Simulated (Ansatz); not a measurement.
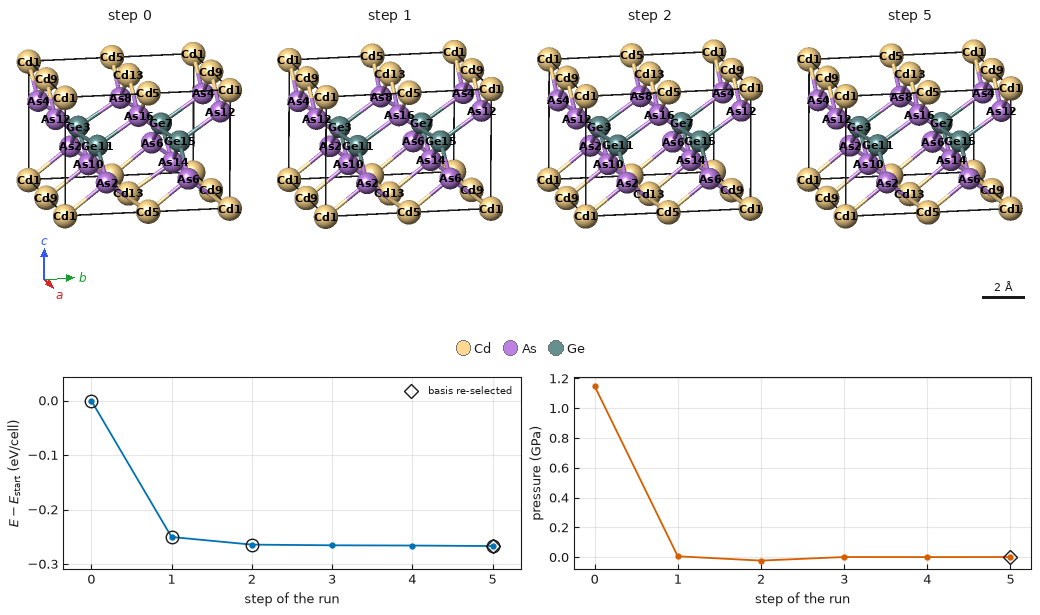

Frames of a relaxation of a crystal of CdGeAs₂ (a generated structure, set up in P1), marked on the history of the run. A ball-and-stick model of the cell of the calculation, seen slightly off an axis.

Case: shaken.

Level of theory: DFT, PBEsol, plane waves, PAW in Ansatz.

The input:
```yaml
crystal:
  lattice:
    - [8.2078433978, -0.0202871724, 0.0300148183]
    - [-0.0202871724, 8.2021820438, -0.0143287931]
    - [0.0222205952, -0.010607904, 5.9067630758]
  atoms:
    - { symbol: Cd, position: [0.0022546317, -0.001838099, -0.0034840051] }
    - { symbol: As, position: [0.0014424158, 0.2504112511, 0.2637007173] }
    - { symbol: Ge, position: [0.2503007783, 0.2443129362, 0.5078266802] }
    - { symbol: As, position: [0.256384194, -0.0004924482, 0.7415087471] }
    - { symbol: Cd, position: [-0.0031044368, 0.5047566999, 0.0006127388] }
    - { symbol: As, position: [-0.0009648702, 0.7473335137, 0.262973504] }
    - { symbol: Ge, position: [0.2505297275, 0.747047037, 0.5030996934] }
    - { symbol: As, position: [0.2521011745, 0.4994782399, 0.7343010281] }
    - { symbol: Cd, position: [0.4884669406, -0.0016612886, -0.0047989306] }
    - { symbol: As, position: [0.5019285349, 0.250677499, 0.2648752578] }
    - { symbol: Ge, position: [0.7470204108, 0.2508170897, 0.4983764475] }
    - { symbol: As, position: [0.7534062368, -0.0042071655, 0.7399967967] }
    - { symbol: Cd, position: [0.4965242542, 0.495846973, 0.0021779928] }
    - { symbol: As, position: [0.5066075713, 0.7622919295, 0.2518731198] }
    - { symbol: Ge, position: [0.751527219, 0.7488302843, 0.5044723138] }
    - { symbol: As, position: [0.7478709876, 0.4999095466, 0.7324424806] }
kpoints:
  mp_grid: { grid: [2, 2, 4] }
hamiltonian:
  xc: pbesol
scf:
  occupations: { method: fermi_dirac, width: 0.05 }
relax:
  f_tol: 0.01
  cell: {}
  max_steps: 120
```

**Describe the path.**

The energy falls by 0.267 eV per cell of the calculation in 4 accepted moves (5 points after the start). The largest force component goes from 1.1 to 0.0016 eV/Å. Pressure: 1.15 GPa at the start and 0.00 GPa at the end. The SCF was repeated once at an unchanged geometry on a basis and grid sized afresh for the cell, which shifted the energy by 1.0 meV per cell of the calculation at most. The atom that moves furthest relative to the cell is As14 (0.14 Å along [−1 −2 2]). By element the largest moves are As 0.14 Å, Cd 0.10 Å, Ge 0.06 Å. The volume changes by +1.5 %, with a 8.208 → 8.217 Å (+0.1 %), b 8.202 → 8.208 Å (+0.1 %), c 5.907 → 5.986 Å (+1.3 %), α 90.2° → 90.0°, β 89.6° → 90.0°, γ 90.3° → 90.0°. Near-neighbour distances that change, for instance: As4–Cd9 2.432 → 2.593 Å, Cd9–As14 2.469 → 2.594 Å, Ge7–As14 2.567 → 2.490 Å, Cd5–As6 2.518 → 2.594 Å. Among the angles between lasting bonds that change: Cd9–As14–Ge15 117.1° → 110.4°, Ge7–As14–Cd13 104.8° → 110.1°, As12–Cd9–As14 106.9° → 111.8°. The space group (tolerance 0.01 Å) goes from P1 (No. 1) to P-4m2 (No. 115). From step 0 to 1: As14 moves most (0.16 Å), volume +1.5 %, energy −0.250 eV per cell of the calculation. From step 1 to 2: As6 moves most (0.02 Å), energy −14.0 meV per cell of the calculation. From step 2 to 5: Cd9 moves most (0.03 Å), energy −2.6 meV per cell of the calculation.

```tsv
step	E − E(0), meV/atom	largest force component, eV/Å	pressure, GPa	volume, Å³/atom	note
0	0.00	1.0600	1.15	24.853	
1	-15.65	0.1749	0.01	25.238	
2	-16.53	0.0556	-0.02	25.246	
3	-16.61	0.0168	0.00	25.236	
4	-16.63	0.0016	0.00	25.237	
5	-16.69	0.0016	0.00	25.237	same geometry, new basis
```

Limits of the set-up: the k-point mesh is coarse for a cell with partly filled bands.
